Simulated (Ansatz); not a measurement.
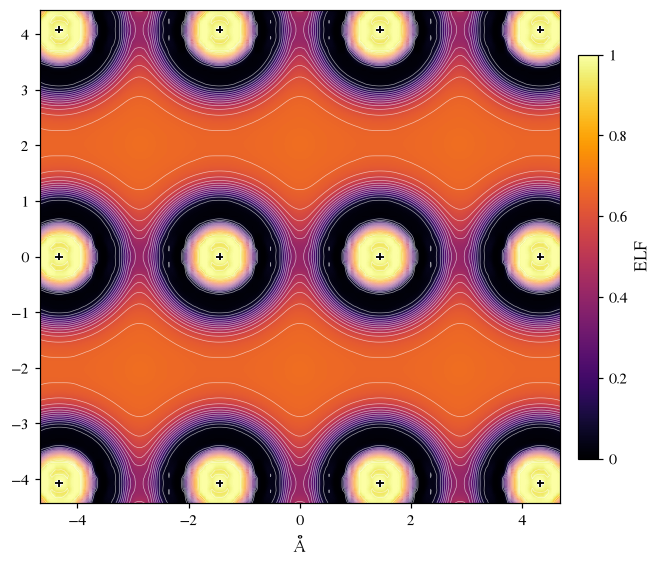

The electron localisation function on a plane through atoms (crosses mark nuclei in the plane).

Computed with DFT, revPBE, plane waves (420 eV) with PAW, scalar-relativistic (Ansatz).

Candidates:
A. Li, a = 2.88 Å, b = 2.88 Å, c = 2.88 Å, α = 90.00°, β = 90.00°, γ = 90.00°. Space group Pm-3m; set up as Li, simple cubic; a generated structure, not necessarily the stable one; changed on purpose from its base cell (volume × 1.12); computed without spin polarisation.
B. Cr, a = 3.64 Å, b = 3.64 Å, c = 3.64 Å, α = 90.00°, β = 90.00°, γ = 90.00°. Space group Fm-3m; set up as Cr, fcc; a generated structure, not necessarily the stable one; changed on purpose from its base cell (volume × 1.0); computed without spin polarisation.

### Which candidate gave the map?

Candidate A: Li on the (110) plane of the conventional cell, which holds Li. Li–Li (2.88 Å): the ELF is about 0.40 at the midpoint.
